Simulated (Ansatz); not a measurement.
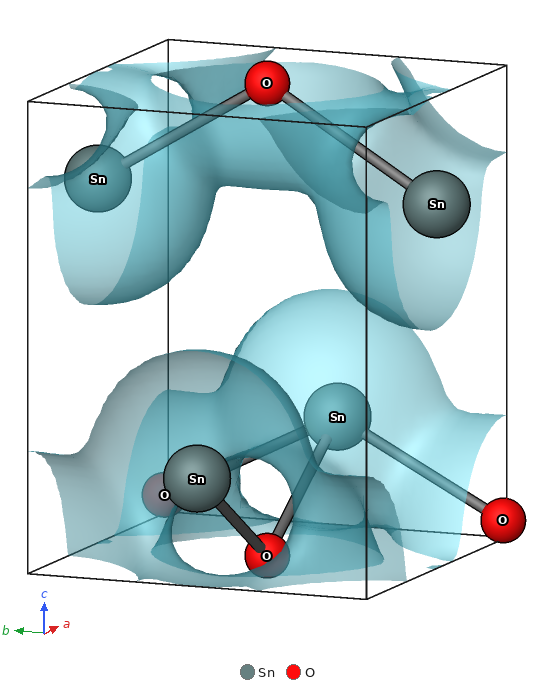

SnO. Isosurface of the valence charge density (pseudo) at 0.2 e/Å³ (cyan), seen at an oblique angle. Sticks mark near contacts.

Space group Pm; changed on purpose from its base cell (atom 3 (O) moved by (-0.100, +0.200) A along x and z); not relaxed (largest force 1.3 eV/Å).

The calculation used DFT PBE, scalar-relativistic, plane waves, PAW in Ansatz.

In a PAW calculation such maps are meaningful between the atoms, not at the nuclei.

**What does this surface tell about the bonding?**

At this value the density is joined into sheets; it holds about 90 % of the electrons treated as valence (semicore included). It bridges the sampled Sn–O (2.16 Å), Sn–O (2.25 Å) and Sn–O (2.45 Å) contacts, where the density stays above the isovalue. On the grid the lowest density along these lines, outside the cores, is 0.53 e/Å³ (Sn–O, 2.16 Å), 0.44 e/Å³ (Sn–O, 2.25 Å) and 0.31 e/Å³ (Sn–O, 2.45 Å).

**Does the calculation make it a metal, or give it a gap?**

It is gapped, with a Kohn–Sham gap of 0.41 eV on the k-point mesh, an upper bound to the gap of this method.
